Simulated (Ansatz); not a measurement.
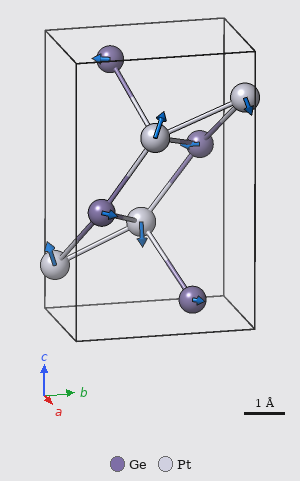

This is a relaxation of solid GePt (set up in P1). The starting structure is drawn; blue arrows show the displacements (the part carried along by the change of the cell is left out), magnified 2 times.

A ball-and-stick model of the cell of the calculation, reduced to other axes, seen slightly off an axis. Lengths and directions refer to the drawn axes.

Case: all atoms moved at random, sigma 0.1 Å for each component, cell strained at random, sigma 0.1; relaxed back.

All numbers below come from DFT PBE, scalar-relativistic, plane waves, PAW in Ansatz 0.2.0. Settings: plane-wave cutoff 420 eV; k-point mesh 6 × 10 × 6; occupations gaussian; smearing width 0.15 eV; no spin polarisation; cell and atoms relaxed; force threshold 0.01 eV/Å; at most 80 steps.

**Atoms of which element are displaced furthest, and by how much?**

Platinum: up to 0.39 Å, against 0.26 Å for germanium.

**What happened in the run?**

The atom that moves furthest relative to the cell is a Pt atom (0.39 Å along [−2 1 2]). Largest moves by element: Pt 0.39 Å, Ge 0.26 Å. Cell: a 3.852 → 3.882 Å (+0.8 %), b 4.515 → 5.435 Å (+20.4 %), c 7.185 → 6.652 Å (−7.4 %), α 86.5° → 90.0°, β 89.6° → 90.1°, γ 81.0° → 89.9°. Volume +13.9 %. Near-neighbour distances that change, for instance: Ge–Ge 2.619 → 3.327 Å, Ge–Pt 3.094 → 2.638 Å, Ge–Pt 3.055 → 2.638 Å, Pt–Pt 2.351 → 2.728 Å. Bond angles that change, for instance: Pt–Ge–Pt 124.5° → 101.2°, Pt–Ge–Pt 121.3° → 101.3°, Pt–Ge–Pt 119.3° → 101.1°. Within 0.06 Å the space group is P1 at the start and Pnma at the end; at a tighter tolerance small leftover displacements or strains of the cell lower it. Over 10 accepted moves (12 points after the start) the energy falls by 5.812 eV per cell of the calculation. Largest force component: 3 eV/Å at the start, 0.0055 eV/Å at the end. The pressure goes from 40.06 to 0.00 GPa. At 2 points the geometry stayed and the basis and grid were re-selected for the new cell (energy shift of 0.193 eV per cell of the calculation at most each time).
